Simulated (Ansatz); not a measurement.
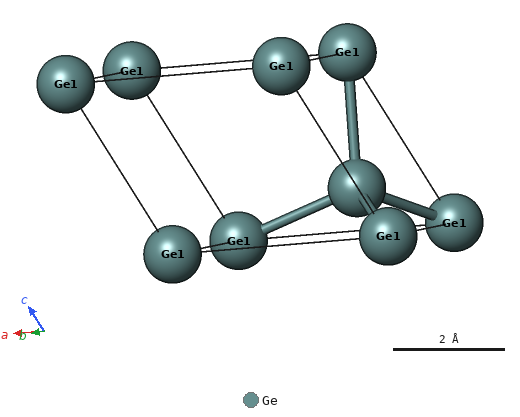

Figure 1. The structure (ball-and-stick view of the cell of the calculation, seen at an oblique angle; atoms are numbered from 1 in the order of the input).

## Run report: Ge, band-structure calculation (part 1 of 2)

- system: Ge (R-3m, 2 atoms in the cell)
- method: DFT, HSE06, plane waves, PAW, no spin polarisation (Ansatz 0.2.0)

The structure was built on a prototype by a generator. The geometry comes from this level: r2SCAN (a point of a series of strains). It belongs to a series of runs on one base structure; here: epitaxial_111 strain +0.5%. Figures and captions count atoms from 1; the log counts them from 0 in places.

**Input**
```yaml
crystal:
  lattice:
    - [-0.0130500932, 2.8380077864, 2.8380077864]
    - [2.8380077864, -0.0130500932, 2.8380077864]
    - [2.8380077864, 2.8380077864, -0.0130500932]
  atoms:
    - { symbol: Ge, position: [-0.0002834072, -0.0002834072, -0.0002834072] }
    - { symbol: Ge, position: [0.2502834072, 0.2502834072, 0.2502834072] }
kpoints:
  mp_grid: { grid: [6, 6, 6] }
  band_path:
    path:
      - [0.0, 0.0, 0.0]
      - [0.5, 0.0, 0.5]
      - [0.625, 0.25, 0.625]
      - [0.375, 0.375, 0.75]
      - [0.5, 0.5, 0.5]
      - [0.5, 0.25, 0.75]
      - [-0.003581, 0.0, 0.003581]
    npoints: 1
hamiltonian:
  xc: hse06
scf:
  occupations: { method: fermi_dirac, width: 0.02 }
  n_extra_bands: 4
output:
  forces: true
  stress: true
  eigenvalues: true
  write_density: true
  write_potential: true
  elf: true
  volumetric_format: npy
```

Machine: 4 threads of Arm Neoverse V1, 24 GiB of memory available, shared host.

Command:
```bash
ansatz run input.yaml --threads 4 --pin off --max-ram 4608MiB --backend cpu --events-out ev --progress --plain --runs-dir out
```

**The program's output**
```
Warning: output.stress: scf.convergence.dr2_threshold = 1e-7 eV (the SCF's general default) is looser than the 2e-10 eV advised for a printed stress (1e-10 eV for each atom of the cell: 2). What an SCF threshold leaves in a stress goes as its square root, and in the free energy as the threshold itself, and one threshold admits the most on a small cell: of the crystals measured, under no hybrid functional and no lock of the moments, on runs that ended without the residual-converged pass, on stresses that held no estimate of that error, the worst erred by over 100 MPa in a component at 1e-7 eV an atom and by under 5 at 1e-10. Set scf.convergence.dr2_threshold to 2e-10 eV or tighter. The threshold is an SCF's pass mark: one that does not reach it within its budget of iterations ends unconverged, or closes short of it on a stop that the run arms, and scf.convergence.dr2_threshold's page says what that costs each kind of run
Warning: output.stress: scf.exx.energy_threshold = 1e-6 eV is looser than the 2e-8 eV advised for a stress under a hybrid functional (1e-8 eV for each atom of the cell: 2). Every SCF of the exchange loop can meet its threshold on dr2 while the loop round them stops early: no threshold on dr2 bounds what that leaves in the stress. Set scf.exx.energy_threshold to 2e-8 eV or tighter. The threshold is the loop's pass mark: a loop that does not reach it within its budget of cycles ends unconverged, and scf.exx.energy_threshold's page has the law
scf.n_extra_bands = 4 over 14 filled bands (N_el = 28.0): the run solves 18 bands
Engine: ansatz 0.2.0, aarch64-unknown-linux-gnu
Pseudopotentials: kind: paw
Pseudopotential: Ge, paw, valence charge 14, recommended cutoff 420 eV (normal), Ge.paw.azcp
Functional definition: HSE06
  parameter a = 0.25
  parameter omega = 0.11/bohr
  exchange = pbe_x - a*pbe_x_sr(omega) + a*exact_x_sr(omega)
  correlation = pbe_c
Crystal: 2 atoms, lattice volume = 46.032 Å³
Basis set: ecut = 420 eV, 893 PW (Γ), exchange–correlation on 54×54×54 points (8 copies of the dense FFT grid, shifted against one another)
Bands: 18, of which v1, the nominal top of the filled ones, is band 14 counted from 1 (13 counted from 0)
Symmetry: 12 space group operations
Space group: R-3m (ITA 166), of the structure as read, at distance tolerance 3.6e-5 Å
k-points: 32 of 216
Non-local potential: Ge, projectors of the file, l = 0: 2, l = 1: 2, l = 2: 3, l = 3: 1
PAW form: soft (Blöchl's): semilocal exchange-correlation on the pseudo side does not see the compensation charge
PAW frozen core: Ge, regenerated for the run's functional, and the local potential with it (the file was generated under x = pbe(κ = 0.804, μ = 0.2195149727645171), c = pbe(β = 0.06672455060314922))
PAW one-centre angular grid: Ge, 590 points (default); XC on 64 Gauss nodes
Initial density: superposition of atomic densities (neutral atoms: chi_scale 0, normalization atom), corrected by the library's trained network
Initial wavefunctions: pseudopotential atomic-orbital guess
Functional: x = pbe(κ = 0.804, μ = 0.2195149727645171), c = pbe(β = 0.06672455060314922), warm-up for x = pbe(κ = 0.804, μ = 0.2195149727645171) + 0.25 (exact − pbe) at short range (hse, ω = 0.20786987370883472 Å⁻¹), c = pbe(β = 0.06672455060314922); HSE06 as pw.x's `hse` composes it (authors' and Libxc's form: `xc: wpbeh`)
SCF iter   1: F=—  HF=-8589.910733 eV  |F-HF|=—  |Δ(HF+E_count)|=         —  Δρ=8.41e-4  dr2=3.37e-4  ethr=1.77e-3  ⟨swp⟩=5.9  Hψ=2163  notcnv=0
preconditioner: auto → none  [insulator: Δε(μ)=0.053 eV  Ē_g=23.354 eV  σ=0.020 eV  W_gap=0.57  n_scr=14 (ndim 8)  ℏωp=29.0 eV  f_vac=0.083  D(μ)=0.25/eV (n_scr^D=0)]
SCF iter   2: F=—  HF=-8589.911154 eV  |F-HF|=—  |Δ(HF+E_count)|=   4.21e-4  Δρ=3.95e-4  dr2=6.47e-5  ethr=1.20e-6  ⟨swp⟩=3.5  Hψ=1624  notcnv=0
iter 3 solved again at ethr=7.64e-9 eV; its pass at ethr=2.31e-7 eV (dr2=2.14e-6 eV) is discarded
SCF iter   3: F=—  HF=-8589.911233 eV  |F-HF|=—  |Δ(HF+E_count)|=   7.92e-5  Δρ=1.00e-4  dr2=2.33e-6  ethr=7.64e-9  ⟨swp⟩=3.2  Hψ=2542  notcnv=0
SCF iter   4: F=—  HF=-8589.911235 eV  |F-HF|=—  |Δ(HF+E_count)|=   1.86e-6  Δρ=2.45e-5  dr2=1.64e-7  ethr=7.64e-9  ⟨swp⟩=3.0  Hψ=1479  notcnv=0
SCF iter   5: F=—  HF=-8589.911236 eV  |F-HF|=—  |Δ(HF+E_count)|=   5.99e-7  Δρ=4.72e-6  dr2=7.26e-9  ethr=5.87e-10  ⟨swp⟩=3.5  Hψ=1348  notcnv=0
SCF iter   6: F=-8589.911236 eV  HF=-8589.911236 eV  |F-HF|=1.93e-10  |Δ(HF+E_count)|=   1.84e-8  Δρ=6.39e-7  dr2=1.18e-10  ethr=2.59e-11  ⟨swp⟩=3.3  Hψ=1321  notcnv=0
SCF 1 converged in 6 iterations: F = -8589.911236 eV  dr2 = 1.18e-10
  greatest PAW one-centre occupation: 0.998 electrons in one spin orbital (limit 2), on the Ge atom at site 1 (counted from 0), in its partial waves of l = 2
Initial density: handed on by an earlier stage of this run
Initial wavefunctions: those handed on with the density
Functional: x = pbe(κ = 0.804, μ = 0.2195149727645171) + 0.25 (exact − pbe) at short range (hse, ω = 0.20786987370883472 Å⁻¹), c = pbe(β = 0.06672455060314922); HSE06 as pw.x's `hse` composes it (authors' and Libxc's form: `xc: wpbeh`)
Exchange kernel: α = 0.2500, screened, ω = 0.2079 Å⁻¹, Wigner–Seitz truncation, v(0) = 1046.6576 eV·Å³, q-mesh 6×6×6, nearest image of the exchange supercell L = 24.08 Å, pair-density grid 20×20×20, without the augmentation charges, whose exchange is taken in its separable form by FFT convolution over the k-point mesh (sized by the pseudopotential files, 24×24×24 at the most), smooth part of the exact exchange by density-matrix convolution
Frozen-core exchange: fock
iter 1 solved again at ethr=4.69e-5 eV; its pass at ethr=1.00e-1 eV (dr2=1.31e-2 eV) is discarded
SCF iter   1: F=—  HF=-8591.683744 eV  |F-HF|=—  |Δ(HF+E_count)|=         —  Δρ=1.25e-2  dr2=2.31e-2  ethr=4.69e-5  ⟨swp⟩=4.5  Hψ=3373  notcnv=0
eigensolver tolerance schedule calibrated: the retry pair's looser diagonalisation under-reported the residual by θ = 0.37 (0.11/decade); ethr = c·dr2/N_el runs at the constant in force after the calibration composes with the one it found (an armed cap, an earlier calibration), c = 7.9e-2
preconditioner: auto → none  [insulator: Δε(μ)=0.493 eV  Ē_g=26.754 eV  σ=0.020 eV  W_gap=1.00  n_scr=14 (ndim 8)  ℏωp=29.0 eV  f_vac=0.074  D(μ)=0.00/eV (n_scr^D=0)]
SCF iter   2: F=—  HF=-8591.665193 eV  |F-HF|=—  |Δ(HF+E_count)|=   1.86e-2  Δρ=3.48e-3  dr2=2.54e-3  ethr=4.69e-5  ⟨swp⟩=3.1  Hψ=1623  notcnv=0
SCF iter   3: F=—  HF=-8591.674534 eV  |F-HF|=—  |Δ(HF+E_count)|=   9.34e-3  Δρ=2.84e-3  dr2=1.05e-3  ethr=4.89e-6  ⟨swp⟩=4.1  Hψ=1766  notcnv=0
SCF iter   4: F=—  HF=-8591.674359 eV  |F-HF|=—  |Δ(HF+E_count)|=   1.76e-4  Δρ=1.06e-3  dr2=1.79e-4  ethr=2.87e-6  ⟨swp⟩=2.0  Hψ=1026  notcnv=0
SCF iter   5: F=—  HF=-8591.674350 eV  |F-HF|=—  |Δ(HF+E_count)|=   8.32e-6  Δρ=3.79e-5  dr2=1.14e-5  ethr=4.04e-7  ⟨swp⟩=2.2  Hψ=1031  notcnv=0
SCF iter   6: F=-8591.674472 eV  HF=-8591.674474 eV  |F-HF|=2.72e-6  |Δ(HF+E_count)|=   1.24e-4  Δρ=1.11e-4  dr2=2.20e-6  ethr=6.32e-10  ⟨swp⟩=5.1  Hψ=2258  notcnv=0
SCF 2 stopped early in 6 iterations: F = -8591.674472 eV  dr2 = 2.20e-6
  Residual-converged pass: ⟨swp⟩=2.0  Hψ=1020  notcnv=0  max |occ|·‖R‖ = 6.7e-6 eV (tolerance 6.7e-6 eV)  dr2=2.20e-6  dr2_onsite=2.05e-6  max |Δocc| = 4.4e-16
hybrid outer 1: dexx = +1.108e-2 eV, tail = 7.16e-5 eV
Exchange kernel: α = 0.2500, screened, ω = 0.2079 Å⁻¹, Wigner–Seitz truncation, v(0) = 1046.6576 eV·Å³, q-mesh 6×6×6, nearest image of the exchange supercell L = 24.08 Å, pair-density grid 20×20×20, without the augmentation charges, whose exchange is taken in its separable form by FFT convolution over the k-point mesh (sized by the pseudopotential files, 24×24×24 at the most), smooth part of the exact exchange by density-matrix convolution
Frozen-core exchange: fock
SCF iter   1: F=—  HF=-8591.675028 eV  |F-HF|=—  |Δ(HF+E_count)|=         —  Δρ=1.08e-4  dr2=2.64e-6  ethr=1.28e-6  ⟨swp⟩=3.5  Hψ=1228  notcnv=0
preconditioner: auto → none  [insulator: Δε(μ)=0.634 eV  Ē_g=26.547 eV  σ=0.020 eV  W_gap=1.00  n_scr=14 (ndim 8)  ℏωp=29.0 eV  f_vac=0.074  D(μ)=0.00/eV (n_scr^D=0)]
SCF iter   2: F=—  HF=-8591.675028 eV  |F-HF|=—  |Δ(HF+E_count)|=   1.85e-7  Δρ=1.68e-5  dr2=2.03e-7  ethr=6.84e-9  ⟨swp⟩=3.9  Hψ=1569  notcnv=0
SCF iter   3: F=—  HF=-8591.675029 eV  |F-HF|=—  |Δ(HF+E_count)|=   7.94e-7  Δρ=7.00e-6  dr2=9.38e-9  ethr=3.14e-10  ⟨swp⟩=4.0  Hψ=1608  notcnv=0
SCF iter   4: F=—  HF=-8591.675029 eV  |F-HF|=—  |Δ(HF+E_count)|=   5.60e-9  Δρ=1.51e-6  dr2=7.94e-10  ethr=2.71e-11  ⟨swp⟩=3.8  Hψ=1624  notcnv=0  defer=2
SCF iter   5: F=-8591.675029 eV  HF=-8591.675029 eV  |F-HF|=4.73e-11  |Δ(HF+E_count)|=   1.51e-9  Δρ=4.80e-7  dr2=6.76e-11  ethr=1.25e-12  ⟨swp⟩=4.0  Hψ=1565  notcnv=0
SCF 3 converged in 5 iterations: F = -8591.675029 eV  dr2 = 6.76e-11
  Residual-converged pass: ⟨swp⟩=2.1  Hψ=911  notcnv=0  max |occ|·‖R‖ = 2.7e-7 eV (tolerance 2.7e-7 eV)  dr2=6.76e-11  dr2_onsite=1.28e-10  max |Δocc| = 3.1e-19
```

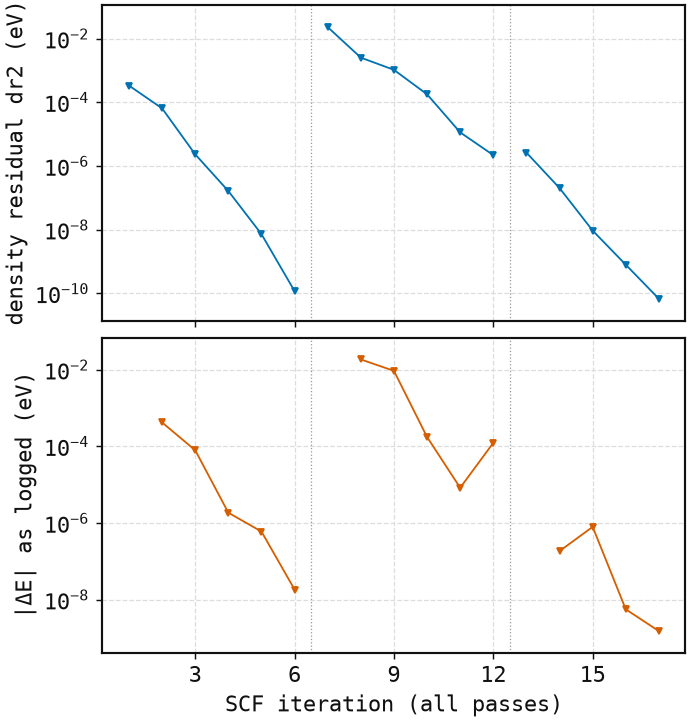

Figure 2. Convergence of the self-consistent field: density residual dr2 and size of the energy change against the SCF iteration. The run starts with a semilocal functional; after that each stretch between dotted lines is one SCF of the hybrid functional between two exact rebuilds of the exchange operator by the outer loop. Early passes are stopped at a loose threshold. The passes take 6, 6 and 5 iterations.

```
hybrid outer 2: dexx = +1.025e-6 eV, tail = 2.43e-8 eV, Δε = 4.92e-3 eV (about 1.52e-4 eV left of the loop's levels), ΔF = 2.52e-4 eV/Å (tail 1.08e-4)
NSCF: frozen V_eff on 7 k-points
hybrid SCF converged: 2 outer / 11 inner (+6 warm-up), last move |dexx| = 1.02e-6 eV, tail = 2.43e-8 eV
Stability not checked: this state was not tested for a lower state beside it, because the functional holds exact exchange (a hybrid, or Hartree-Fock), whose exchange loop this test does not read (fock_operator; see scf.lower_state_search)
Free energy (F): -8591.675029 eV
Frozen-core exchange: fock
Harris-Foulkes:  -8591.675029 eV  (|F-HF|=4.73e-11)
Internal energy: -8591.675029 eV  (E = F + TS)
E sigma→0 (E₀):  -8591.675029 eV
Fermi energy:    8.396103 eV
--- Per-component energies (eV) ---
  E_band       = -379.454295
  E_kinetic    = 220.841405
  E_local      = -4969.332797  (includes V_loc(G=0)·N_el)
  E_nonlocal   = 839.245649
  E_hartree    = 2184.057020
  E_xc         = -121.505608
  E_vxc        = -103.614686  (∫ρ·V_xc dr)
  E_exx        = -108.988549  (= α·E_x^exact, valence–valence)
  E_paw        = -3962.868449  (= ΣΔE_a)
  E_vpaw       = -516.731585  (= ΣTr[D̂ρ^β])
  E_aug_tail   = 0.000580  (compensation charges beyond the density's cutoff)
  E_ewald      = -2672.393532
  E_core_change = -0.730747  (= ΣΔE_core)
  E_smearing   = -0.000000  (= −TS)
  E_closure    = 0.000000  (closes the sum)
  Σ components = -8591.675029   (vs F -8591.675029, Δ=-1.82e-12)
--- Forces (eV/Å), atoms counted from 1 ---
  atom   1  Ge     0.00070052     0.00070052     0.00070052
  atom   2  Ge    -0.00070052    -0.00070052    -0.00070052
  max |Σ_I F_I| component: 9.32e-18 eV/Å
```
